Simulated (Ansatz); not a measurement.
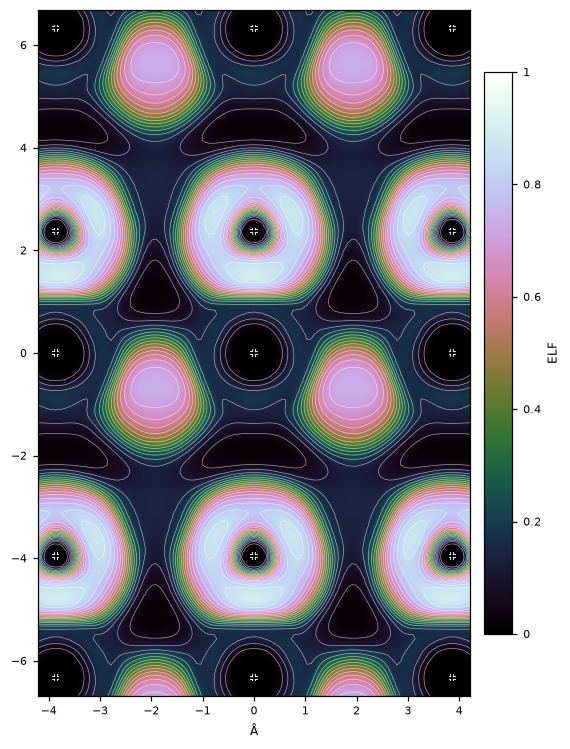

The ELF on a plane through atoms (crosses mark nuclei in the plane).

The calculation used Ansatz, DFT r2SCAN, scalar-relativistic, plane waves, PAW.

Candidates:
A. ZnS, a = 3.87 Å, b = 3.87 Å, c = 12.65 Å, α = 90.00°, β = 90.00°, γ = 120.00°. Space group P6₃mc; changed on purpose from its base cell (strain +0.015 along x and y, +0.015 along z, atoms carried along); computed pressure about −3 GPa in this cell.
B. Ti, a = 4.11 Å, b = 4.11 Å, c = 4.11 Å, α = 90.00°, β = 90.00°, γ = 90.00°. Space group Fm-3m; computed without spin polarisation.

> Which candidate gave the map?

Candidate A: ZnS on the (010) plane of the conventional cell, which holds Zn and S. Zn–S (2.37 Å): the ELF peaks at about 0.90 in the valence shell of S, 0.9 Å from its nucleus, and is about 0.60 at the midpoint.
